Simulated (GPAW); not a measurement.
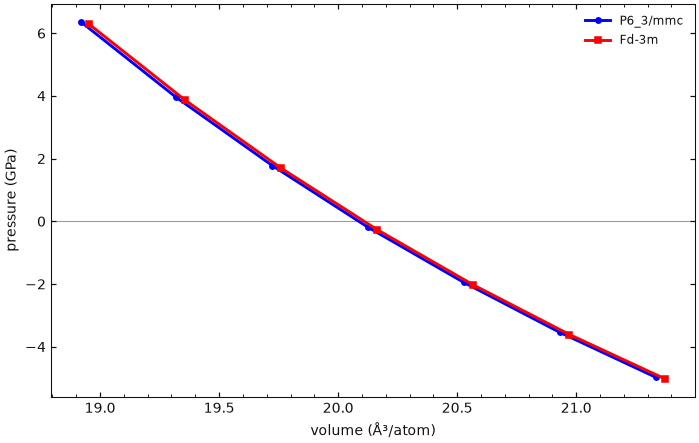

Plotted: pressure against volume, with one curve for each structure, for Si.

How it was computed, with GPAW 26.7.0: PAW DFT in plane waves, on a grid or in atomic orbitals, no spin polarisation; energies at scaled volumes of the given cell, shape and fractions fixed, counted from the fit's minimum, third-order Birch-Murnaghan fit. Level: PBEsol.

- occupations: Fermi–Dirac
- smearing width: 0.05 eV
- potentials: PAW data sets made by gpaw setup for the functional
- wave cutoff: 600 eV

Settings that differ: P6_3/mmc: k mesh 8×8×4; Fd-3m: k mesh 8×8×8.

Q: For P6_3/mmc: read off the course of the pressure.

A: It falls from 6.37 GPa at volume 18.92 Å³/atom to −4.97 GPa at 21.33 Å³/atom, and changes sign near 20.09 Å³/atom.

Q: For Fd-3m: how does the pressure vary with volume?

A: It falls from 6.28 GPa at volume 18.95 Å³/atom to −5.03 GPa at 21.37 Å³/atom, and changes sign near 20.11 Å³/atom.

Keep in mind: shape and atomic fractions are frozen while scaling, which makes layered, chain and framework solids too stiff.
